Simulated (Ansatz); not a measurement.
## Geometry relaxation of HfO₂ (part 2 of 2)

HfO₂ (12 atoms in the cell); DFT PBE, scalar-relativistic, plane waves, PAW, no spin polarisation (Ansatz 0.2.0); cutoff 420 eV, 4×4×4 k-mesh, Gaussian smearing of 0.02 eV. The structure derives from a Materials Project entry.

Geometry of the input (Å; fractional positions):
```
5.1573  0.0000  -0.0019
0.0000  5.2165  0.0000
-0.8890  0.0000  5.2687
Hf 0.2758  0.4574  0.7082
Hf 0.7242  0.9574  0.7918
Hf 0.7242  0.5426  0.2918
Hf 0.2758  0.0426  0.2082
O  0.4487  0.7424  0.9776
O  0.5513  0.2424  0.5224
O  0.5513  0.2576  0.0224
O  0.4487  0.7576  0.4776
O  0.0681  0.3306  0.3466
O  0.9319  0.8306  0.1534
O  0.9319  0.6694  0.6534
O  0.0681  0.1694  0.8466
```

Output, continued
```
--- Forces (eV/Å), atoms counted from 1 ---
  atom   1  Hf     0.00310043     0.00242870     0.00054253
  atom   2  Hf    -0.00310043     0.00242870    -0.00054253
  atom   3  Hf    -0.00310043    -0.00242870    -0.00054253
  atom   4  Hf     0.00310043    -0.00242870     0.00054253
  atom   5  O     -0.00094330    -0.00015290    -0.00028494
  atom   6  O      0.00094330    -0.00015290     0.00028494
  atom   7  O      0.00094330     0.00015290     0.00028494
  atom   8  O     -0.00094330     0.00015290    -0.00028494
  atom   9  O     -0.00044227     0.00059583     0.00061915
  atom  10  O      0.00044227     0.00059583    -0.00061915
  atom  11  O      0.00044227    -0.00059583    -0.00061915
  atom  12  O     -0.00044227    -0.00059583     0.00061915
  max |Σ_I F_I| component: 0.00e0 eV/Å
--- Stress (GPa, compression-positive) ---
        0.031990       0.000000       0.007192
        0.000000       0.006389       0.000000
        0.007192       0.000000       0.029229
  P = ⅓ Tr σ = 0.0225 GPa (0.225 kbar)
--- Band table (eV; the first three rows and the last of 30) ---
  k-point 0: bands = ["-46.7710", "-46.7533", "-46.7509", "-46.7502", "-15.8114", "-15.7860", "-15.7591", "-15.5945", "-15.5272", "-15.4946", "-15.4709", "-15.4365", "-15.4088", "-15.4087", "-15.3578", "-15.3069", "-4.2915", "-2.9983", "-2.8827", "-2.8298", "-2.4080", "-2.3972", "-2.2961", "-2.2054", "3.3372", "3.3460", "3.3489", "3.3493", "3.3562", "3.3569", "3.3626", "3.3659", "3.3671", "3.3683", "3.3706", "3.3724", "3.3745", "3.3749", "3.3765", "3.3807", "3.3868", "3.3871", "3.3886", "3.3912", "3.3951", "3.4004", "3.4041", "3.4121", "3.4200", "3.4321", "3.4440", "3.4786", "8.3167", "8.4215", "8.9324", "9.1454", "9.2402", "9.5718", "10.3313", "10.6395", "10.8098", "10.9814", "11.0039", "11.1329", "11.6664", "11.8260", "11.8454", "11.9022", "12.0803", "12.5731", "12.5783", "12.6936", "13.1386", "13.1939", "13.4859", "13.6932", "18.2230", "18.6857", "18.7940", "19.1450", "19.3201", "19.4470", "19.6381", "19.8506", "20.0886", "20.2441", "20.6997", "20.8972", "21.1238", "21.5282", "21.8373", "22.3206"]
  k-point 1: bands = ["-46.7683", "-46.7556", "-46.7509", "-46.7506", "-15.7754", "-15.7359", "-15.7307", "-15.6262", "-15.5708", "-15.4726", "-15.4725", "-15.4603", "-15.4123", "-15.3957", "-15.3661", "-15.3566", "-4.0692", "-2.9995", "-2.9403", "-2.8222", "-2.5130", "-2.3919", "-2.3727", "-2.2408", "3.3363", "3.3425", "3.3488", "3.3513", "3.3532", "3.3571", "3.3643", "3.3652", "3.3667", "3.3689", "3.3704", "3.3729", "3.3734", "3.3753", "3.3771", "3.3834", "3.3836", "3.3875", "3.3886", "3.3915", "3.3973", "3.3983", "3.4113", "3.4121", "3.4205", "3.4299", "3.4395", "3.4654", "8.5065", "8.7250", "9.2232", "9.2761", "9.5122", "9.7425", "10.0877", "10.4076", "10.4462", "10.9171", "11.1392", "11.2034", "11.4576", "11.6936", "11.7063", "11.9563", "12.1969", "12.3024", "12.4065", "12.8251", "12.8858", "13.0908", "13.3044", "13.4662", "18.2811", "18.5472", "18.7099", "19.1632", "19.5040", "19.5829", "20.0583", "20.1065", "20.2771", "20.3862", "20.5192", "20.9443", "21.3884", "21.6907", "21.7154", "22.3565"]
  k-point 2: bands = ["-46.7619", "-46.7619", "-46.7509", "-46.7509", "-15.6915", "-15.6915", "-15.6771", "-15.6771", "-15.5824", "-15.5824", "-15.4405", "-15.4405", "-15.4203", "-15.4203", "-15.3822", "-15.3822", "-3.5224", "-3.5224", "-2.8343", "-2.8343", "-2.4847", "-2.4847", "-2.3532", "-2.3532", "3.3366", "3.3366", "3.3517", "3.3517", "3.3565", "3.3565", "3.3636", "3.3636", "3.3654", "3.3654", "3.3701", "3.3701", "3.3768", "3.3768", "3.3802", "3.3802", "3.3830", "3.3830", "3.3887", "3.3887", "3.4021", "3.4021", "3.4207", "3.4207", "3.4257", "3.4257", "3.4372", "3.4372", "9.0128", "9.0128", "9.4912", "9.4912", "9.6384", "9.6384", "10.2042", "10.2042", "10.5551", "10.5551", "10.9235", "10.9235", "11.3683", "11.3683", "11.8264", "11.8264", "12.1608", "12.1608", "12.6725", "12.6725", "12.8557", "12.8557", "13.1959", "13.1959", "18.4023", "18.4023", "18.8455", "18.8455", "19.7023", "19.7023", "20.2596", "20.2596", "20.3872", "20.3872", "21.1599", "21.1599", "21.4203", "21.4203", "22.2803", "22.2803"]
  k-point 29: bands = ["-46.7591", "-46.7591", "-46.7536", "-46.7536", "-15.7897", "-15.7897", "-15.7642", "-15.7642", "-15.4718", "-15.4718", "-15.4092", "-15.4092", "-15.4050", "-15.4050", "-15.3487", "-15.3487", "-3.4409", "-3.4409", "-3.1369", "-3.1369", "-2.3223", "-2.3223", "-2.2902", "-2.2902", "3.3455", "3.3455", "3.3499", "3.3499", "3.3585", "3.3585", "3.3585", "3.3585", "3.3736", "3.3736", "3.3739", "3.3739", "3.3762", "3.3762", "3.3823", "3.3823", "3.3844", "3.3844", "3.3844", "3.3844", "3.3943", "3.3943", "3.4080", "3.4080", "3.4238", "3.4238", "3.4387", "3.4387", "9.2963", "9.2963", "9.5135", "9.5135", "9.8408", "9.8408", "10.1602", "10.1602", "10.9147", "10.9147", "10.9798", "10.9798", "11.3868", "11.3868", "11.4320", "11.4320", "12.1183", "12.1183", "12.5072", "12.5072", "12.6619", "12.6619", "12.9585", "12.9585", "18.1778", "18.1778", "18.8688", "18.8688", "19.3208", "19.3208", "19.6950", "19.6950", "20.4878", "20.4878", "20.5948", "20.5948", "21.7986", "21.7986", "22.5752", "22.5752"]
--- Relaxed structure (6 steps of the walk, 5 accepted, 1 SCFs on fresh bases) ---
  F+E_penalty+E_count = -67446.71991406 eV   max|allowed force component| = 3.100e-3 eV/Å   (the final SCF, on the basis selected at the relaxed cell)
  cell:  # Å, volume = 141.9200 Å³
    - [5.160916795537992, 9.529211331707409e-35, -0.005338904648671258]
    - [9.62999476765677e-35, 5.212115264652062, -9.634546331046154e-35]
    - [-0.8931002450271552, -1.1372963612125743e-34, 5.276900757333266]
  atoms:
    - { symbol: Hf, position: [0.275734293947148, 0.45706322333700006, 0.7083729902125] }
    - { symbol: Hf, position: [0.7242657060528521, 0.957063223337, 0.7916270097875004] }
    - { symbol: Hf, position: [0.724265706052852, 0.5429367766629999, 0.2916270097875] }
    - { symbol: Hf, position: [0.275734293947148, 0.042936776662999915, 0.20837299021250003] }
    - { symbol: O, position: [0.44918322262165766, 0.7427866290029035, 0.9766468631097835] }
    - { symbol: O, position: [0.5508167773783426, 0.24278662900290363, 0.5233531368902169] }
    - { symbol: O, position: [0.5508167773783424, 0.25721337099709635, 0.023353136890216755] }
    - { symbol: O, position: [0.44918322262165766, 0.7572133709970964, 0.4766468631097832] }
    - { symbol: O, position: [0.0671205964271104, 0.32864790229577684, 0.3484179354598041] }
    - { symbol: O, position: [0.9328794035728897, 0.828647902295777, 0.151582064540196] }
    - { symbol: O, position: [0.9328794035728897, 0.6713520977042229, 0.6515820645401958] }
    - { symbol: O, position: [0.0671205964271104, 0.1713520977042231, 0.848417935459804] }
```

Trajectory as extended XYZ (Å, eV, eV/Å), 7 frames, from step=1 to step=7
```
12
Lattice="5.1573 0.0000 -0.0019 0.0000 5.2165 0.0000 -0.8890 0.0000 5.2687" Properties=species:S:1:pos:R:3:forces:R:3 step=1 energy=-67446.71953 pressure_GPa=0.12
Hf    0.7930    2.3862    3.7306    0.0029  -0.0153   0.0010
Hf    3.0307    4.9945    4.1704   -0.0029  -0.0153  -0.0010
Hf    3.4752    2.8302    1.5361   -0.0029   0.0153  -0.0010
Hf    1.2375    0.2220    1.0963    0.0029   0.0153   0.0010
O     1.4450    3.8729    5.1496    0.0122   0.0095  -0.0067
O     2.3788    1.2646    2.7514   -0.0122   0.0095   0.0067
O     2.8233    1.3436    0.1171   -0.0122  -0.0095   0.0067
O     1.8895    3.9519    2.5153    0.0122  -0.0095  -0.0067
O     0.0429    1.7245    1.8261    0.0083  -0.0024   0.0070
O     4.6699    4.3327    0.8063   -0.0083  -0.0024  -0.0070
O     4.2254    3.4920    3.4407   -0.0083   0.0024  -0.0070
O    -0.4016    0.8838    4.4604    0.0083   0.0024   0.0070
12
Lattice="5.1606 0.0000 -0.0070 0.0000 5.2105 0.0000 -0.8947 0.0000 5.2777" Properties=species:S:1:pos:R:3:forces:R:3 step=2 energy=-67446.71877 pressure_GPa=-0.04 accepted=F
Hf    0.7899    2.3832    3.7362   -0.0006  -0.0120  -0.0065
Hf    3.0286    4.9885    4.1735    0.0006  -0.0120   0.0065
Hf    3.4760    2.8273    1.5346    0.0006   0.0120   0.0065
Hf    1.2372    0.2220    1.0973   -0.0006   0.0120  -0.0065
O     1.4423    3.8704    5.1552   -0.0045  -0.0166  -0.0129
O     2.3762    1.2651    2.7545    0.0045  -0.0166   0.0129
O     2.8235    1.3401    0.1156    0.0045   0.0166   0.0129
O     1.8897    3.9453    2.5163   -0.0045   0.0166  -0.0129
O     0.0414    1.7223    1.8304   -0.0084  -0.0105   0.0048
O     4.6718    4.3276    0.8015    0.0084  -0.0105  -0.0048
O     4.2245    3.4882    3.4403    0.0084   0.0105  -0.0048
O    -0.4060    0.8829    4.4693   -0.0084   0.0105   0.0048
12
Lattice="5.1596 0.0000 -0.0042 0.0000 5.2145 0.0000 -0.8917 0.0000 5.2729" Properties=species:S:1:pos:R:3:forces:R:3 step=3 energy=-67446.71923 pressure_GPa=-0.01
Hf    0.7917    2.3849    3.7332    0.0014  -0.0114  -0.0012
Hf    3.0304    4.9921    4.1719   -0.0014  -0.0114   0.0012
Hf    3.4762    2.8296    1.5355   -0.0014   0.0114   0.0012
Hf    1.2375    0.2224    1.0968    0.0014   0.0114  -0.0012
O     1.4444    3.8722    5.1517    0.0045  -0.0005  -0.0076
O     2.3777    1.2650    2.7534   -0.0045  -0.0005   0.0076
O     2.8235    1.3423    0.1170   -0.0045   0.0005   0.0076
O     1.8902    3.9495    2.5153    0.0045   0.0005  -0.0076
O     0.0420    1.7235    1.8284    0.0001  -0.0063   0.0049
O     4.6717    4.3307    0.8038   -0.0001  -0.0063  -0.0049
O     4.2258    3.4910    3.4402   -0.0001   0.0063  -0.0049
O    -0.4038    0.8838    4.4649    0.0001   0.0063   0.0049
12
Lattice="5.1593 0.0000 -0.0040 0.0000 5.2125 0.0000 -0.8915 0.0000 5.2756" Properties=species:S:1:pos:R:3:forces:R:3 step=4 energy=-67446.71936 pressure_GPa=0.05
Hf    0.7910    2.3842    3.7362    0.0093  -0.0134  -0.0027
Hf    3.0311    4.9905    4.1733   -0.0093  -0.0134   0.0027
Hf    3.4769    2.8283    1.5355   -0.0093   0.0134   0.0027
Hf    1.2367    0.2221    1.0984    0.0093   0.0134  -0.0027
O     1.4457    3.8718    5.1519    0.0030  -0.0028  -0.0030
O     2.3765    1.2655    2.7576   -0.0030  -0.0028   0.0030
O     2.8222    1.3407    0.1197   -0.0030   0.0028   0.0030
O     1.8914    3.9470    2.5141    0.0030   0.0028  -0.0030
O     0.0381    1.7162    1.8357    0.0009  -0.0054  -0.0021
O     4.6755    4.3225    0.7981   -0.0009  -0.0054   0.0021
O     4.2298    3.4963    3.4359   -0.0009   0.0054   0.0021
O    -0.4077    0.8900    4.4735    0.0009   0.0054  -0.0021
12
Lattice="5.1610 0.0000 -0.0046 0.0000 5.2119 0.0000 -0.8924 0.0000 5.2773" Properties=species:S:1:pos:R:3:forces:R:3 step=5 energy=-67446.71910 pressure_GPa=-0.02
Hf    0.7910    2.3830    3.7371   -0.0059  -0.0077  -0.0015
Hf    3.0314    4.9890    4.1743    0.0059  -0.0077   0.0015
Hf    3.4775    2.8289    1.5356    0.0059   0.0077   0.0015
Hf    1.2372    0.2229    1.0984   -0.0059   0.0077  -0.0015
O     1.4463    3.8714    5.1518    0.0022   0.0004   0.0017
O     2.3761    1.2655    2.7595   -0.0022   0.0004  -0.0017
O     2.8222    1.3405    0.1208   -0.0022  -0.0004  -0.0017
O     1.8925    3.9464    2.5132    0.0022  -0.0004   0.0017
O     0.0358    1.7132    1.8384    0.0031  -0.0030  -0.0007
O     4.6789    4.3191    0.7956   -0.0031  -0.0030   0.0007
O     4.2327    3.4987    3.4342   -0.0031   0.0030   0.0007
O    -0.4104    0.8928    4.4771    0.0031   0.0030  -0.0007
12
Lattice="5.1609 0.0000 -0.0053 0.0000 5.2121 0.0000 -0.8931 0.0000 5.2769" Properties=species:S:1:pos:R:3:forces:R:3 step=6 energy=-67446.71916 pressure_GPa=0.01
Hf    0.7904    2.3823    3.7365    0.0031   0.0024   0.0006
Hf    3.0309    4.9883    4.1735   -0.0031   0.0024  -0.0006
Hf    3.4774    2.8298    1.5350   -0.0031  -0.0024  -0.0006
Hf    1.2369    0.2238    1.0981    0.0031  -0.0024   0.0006
O     1.4460    3.8715    5.1513   -0.0009  -0.0002  -0.0003
O     2.3753    1.2654    2.7587    0.0009  -0.0002   0.0003
O     2.8219    1.3406    0.1203    0.0009   0.0002   0.0003
O     1.8925    3.9467    2.5128   -0.0009   0.0002  -0.0003
O     0.0352    1.7130    1.8382   -0.0004   0.0006   0.0006
O     4.6791    4.3190    0.7949    0.0004   0.0006  -0.0006
O     4.2326    3.4992    3.4334    0.0004  -0.0006  -0.0006
O    -0.4113    0.8931    4.4767   -0.0004  -0.0006   0.0006
12
Lattice="5.1609 0.0000 -0.0053 0.0000 5.2121 0.0000 -0.8931 0.0000 5.2769" Properties=species:S:1:pos:R:3:forces:R:3 step=7 energy=-67446.71991 pressure_GPa=0.02
Hf    0.7904    2.3823    3.7365    0.0031   0.0024   0.0005
Hf    3.0309    4.9883    4.1735   -0.0031   0.0024  -0.0005
Hf    3.4774    2.8298    1.5350   -0.0031  -0.0024  -0.0005
Hf    1.2369    0.2238    1.0981    0.0031  -0.0024   0.0005
O     1.4460    3.8715    5.1513   -0.0009  -0.0002  -0.0003
O     2.3753    1.2654    2.7587    0.0009  -0.0002   0.0003
O     2.8219    1.3406    0.1203    0.0009   0.0002   0.0003
O     1.8925    3.9467    2.5128   -0.0009   0.0002  -0.0003
O     0.0352    1.7130    1.8382   -0.0004   0.0006   0.0006
O     4.6791    4.3190    0.7949    0.0004   0.0006  -0.0006
O     4.2326    3.4992    3.4334    0.0004  -0.0006  -0.0006
O    -0.4113    0.8931    4.4767   -0.0004  -0.0006   0.0006
```

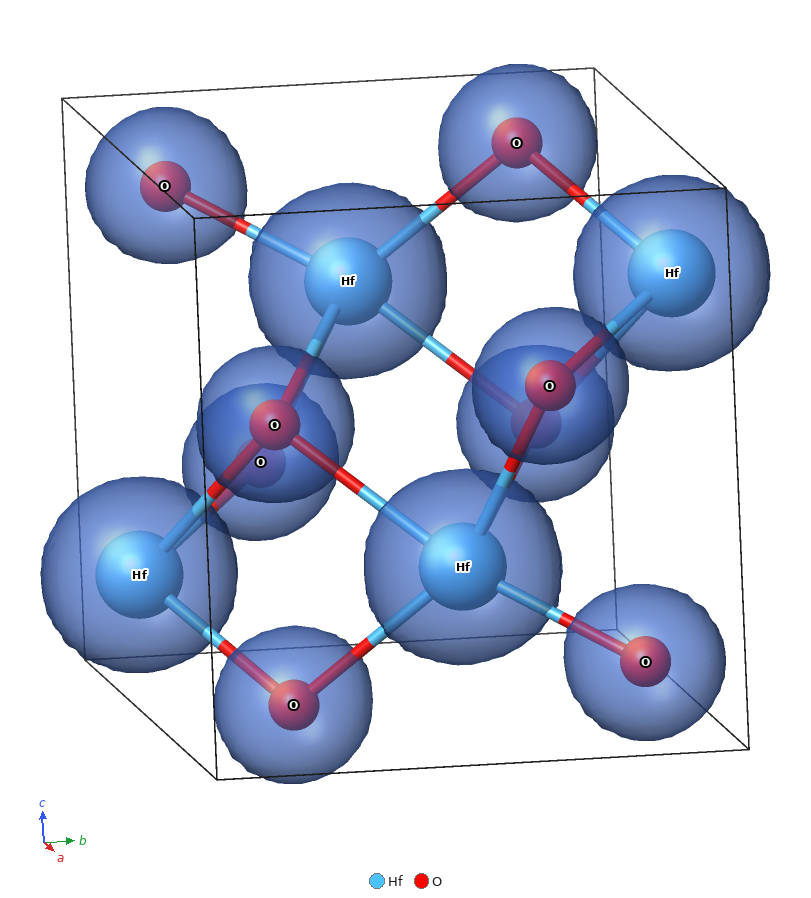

*Isosurface of the valence electron density at 1 e/Å³ (blue), seen slightly off an axis. Sticks mark near contacts. The outline is the cell set on symmetry axes.*

At this value the density breaks into separate islands; it holds about 80 % of the electrons treated as valence (semicore included). It is pinched off along the Hf–O (2.05 Å), Hf–O (2.15 Å) and Hf–O (2.27 Å) contacts. On the grid the lowest density along these lines, outside the cores, is 0.78 e/Å³ (Hf–O, 2.05 Å), 0.62 e/Å³ (Hf–O, 2.15 Å) and 0.46 e/Å³ (Hf–O, 2.27 Å). In a PAW calculation such maps are meaningful between the atoms, not at the nuclei.

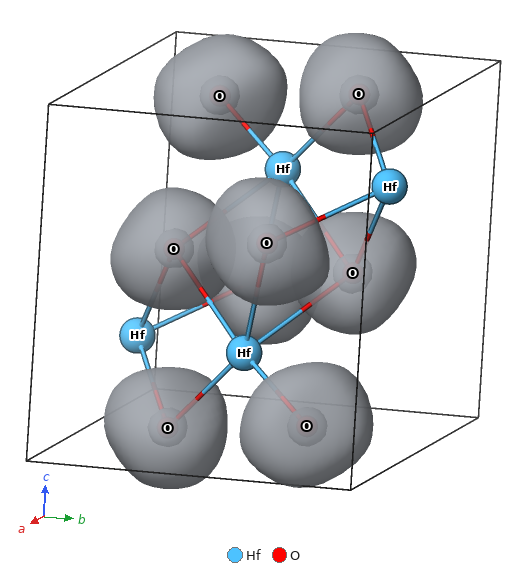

*Isosurface of the ELF at 0.6 (grey), seen slightly off an axis. Core shells and regions of very low density are left out. Sticks mark near contacts. The outline is the cell set on symmetry axes.*

Values along the shortest contacts: Hf–O (2.05 Å): the ELF peaks at about 0.85 in the valence shell of O, 0.6 Å from its nucleus, and drops to about 0.20 between the two atoms. Hf–O (2.15 Å): the ELF peaks at about 0.85 in the valence shell of O, 0.6 Å from its nucleus, and drops to about 0.20 between the two atoms.

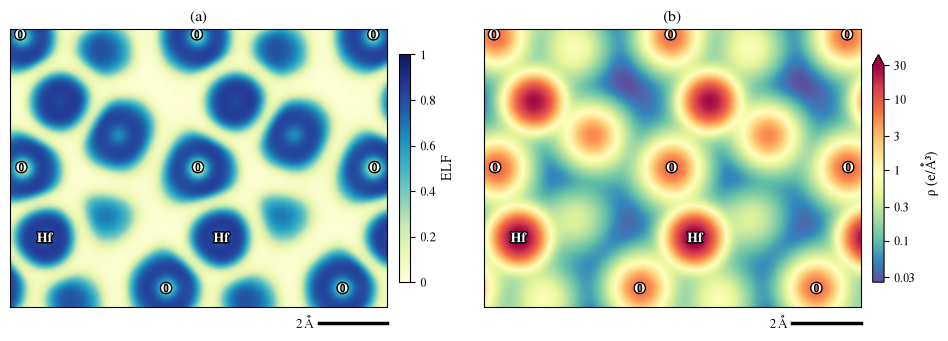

*(a) ELF; (b) valence charge density (pseudo) on the (011) plane of the conventional cell.*

The section cuts through Hf and O sites. Hf–O (2.16 Å): ρ is about 0.63 e/Å³ halfway; the ELF peaks at about 0.85 in the valence shell of O, 0.6 Å from its nucleus, and drops to about 0.15 between the two atoms. Away from the nuclei the density in this plane falls to 0.03 e/Å³ at its lowest. The strong features right at Hf lie inside the PAW spheres (semicore, d or f shells) and say nothing about bonding.

Results in brief

```csv
quantity,value
outcome,converged
space group (tolerance 0.01 Å),P2₁/c (14)
electrons treated,152
free energy,−67446.7199 eV
Fermi energy,15.714 eV
gap on the k-point mesh,4.04 eV
pressure,0.02 GPa
final volume,141.92 Å³
largest force (length of the vector) at the end,0.004 eV/Å
final cell,"a = 5.161 Å, b = 5.212 Å, c = 5.352 Å, α = 90.00°, β = 99.67°, γ = 90.00°"
wall time,34 s (CPU time 4.3 min)
peak memory,0.99 GiB
```

Spin–orbit coupling is left out, which matters for Hf.
